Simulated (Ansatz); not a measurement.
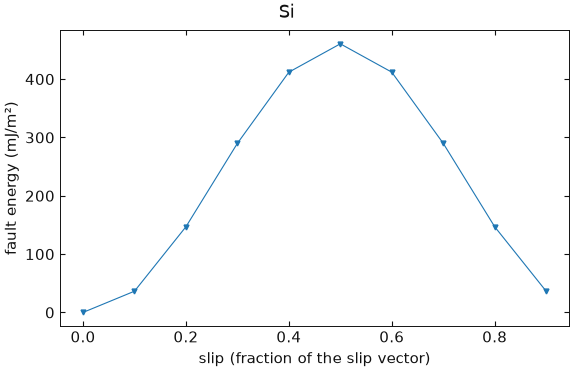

The figure shows the fault energy against slip for Si, space group P6/mmm (No. 191).

Structure:
```xyz
4
Lattice="1.3145 -2.2768 0.0000 0.0000 0.0000 -2.4938 7.8870 4.5536 0.0000" Properties=species:S:1:pos:R:3 pbc="T T T"
Si    6.9011    3.9844    0.0000
Si    1.6431   -0.5692    0.0000
Si    2.9576    1.7076    0.0000
Si    5.5866    1.7076    0.0000
```

How it was computed, with Ansatz 0.2.0: rigid slide of a crystal across a plane by tilting cell vector c, one fault a cell, unrelaxed, by plane-wave density functional theory with PAW datasets, free energies less that of the undisturbed cell; scalar-relativistic. Level: r2SCAN, no spin polarisation.

wave cutoff 500 eV; k mesh 22×23×7; occupations Gaussian; smearing width 0.15 eV; k shift (0, 0, 0) (mesh steps); start relaxed; height of the cut 0 (fraction of cell vector c); slip vector (1, 0) (multiples of cell vectors a and b).

The points at slip 0.6, 0.7, 0.8 and 0.9 follow from computed ones by symmetry.

From this curve and the settings, what does the calculation give for the shear traction at the same points?

The shear traction goes from 0.00 GPa at slip 0.0 to −2.92 GPa at 0.9, not monotonically, with a high of 5.38 GPa at 0.3 and a low of −5.38 GPa at 0.7.

```json
{"slip (fraction of the slip vector)": "0.0", "shear traction (GPa)": "0.00"}
{"slip (fraction of the slip vector)": "0.1", "shear traction (GPa)": "2.92"}
{"slip (fraction of the slip vector)": "0.2", "shear traction (GPa)": "5.18"}
{"slip (fraction of the slip vector)": "0.3", "shear traction (GPa)": "5.38"}
{"slip (fraction of the slip vector)": "0.4", "shear traction (GPa)": "3.53"}
{"slip (fraction of the slip vector)": "0.5", "shear traction (GPa)": "-0.03"}
{"slip (fraction of the slip vector)": "0.6", "shear traction (GPa)": "-3.53"}
{"slip (fraction of the slip vector)": "0.7", "shear traction (GPa)": "-5.38"}
{"slip (fraction of the slip vector)": "0.8", "shear traction (GPa)": "-5.18"}
{"slip (fraction of the slip vector)": "0.9", "shear traction (GPa)": "-2.92"}
```
